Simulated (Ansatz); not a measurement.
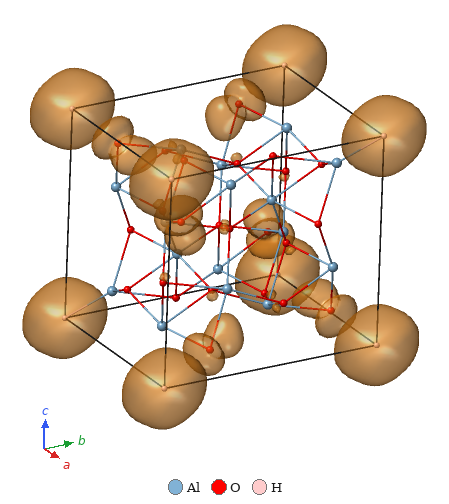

Al16HO24 (cell with a defect). Isosurface of the spin density at +0.005 e/Å³ (orange), seen at an oblique angle. Sticks mark near contacts.

Spin-polarised.

Theory: Ansatz, DFT PBEsol, scalar-relativistic, plane waves, PAW.

Core electrons are frozen (PAW), and the valence fields are smoothed inside the atomic spheres.

Question: Where is the spin, and how is it ordered?

Answer: The spin density sits on H: +0.5 μB in one cell of 41 atoms, with smaller moments on other sites: O (up to +0.05 μB): with much of the spin spread outside that site. The cell of the calculation (41 atoms) carries 1.0 μB of net spin moment.
